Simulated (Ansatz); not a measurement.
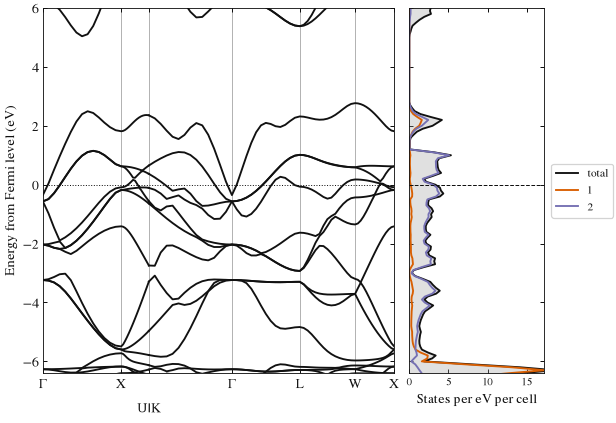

Band structure and density of states. Energies are counted from the Fermi level. The partial curves are projected on Löwdin-orthogonalised atomic shells.

Structure: HgS₃, space group Fm-3m (No. 225), 4 atoms in the cell; a = 4.70 Å, b = 4.70 Å, c = 4.70 Å, α = 60.00°, β = 60.00°, γ = 60.00°.

Ansatz; DFT PBE, scalar-relativistic, plane waves, PAW, no spin polarisation, 12×12×12 k mesh, 420 eV cutoff.

### Assign each number in the legend. The candidates: Hg, S.

1 is Hg; 2 is S.

### Metal, semiconductor or insulator?

A metal: bands cross the Fermi level along this path.

The structure is an invented one, so it need not be a known or stable phase. Spin-orbit coupling is left out, which matters for Hg.
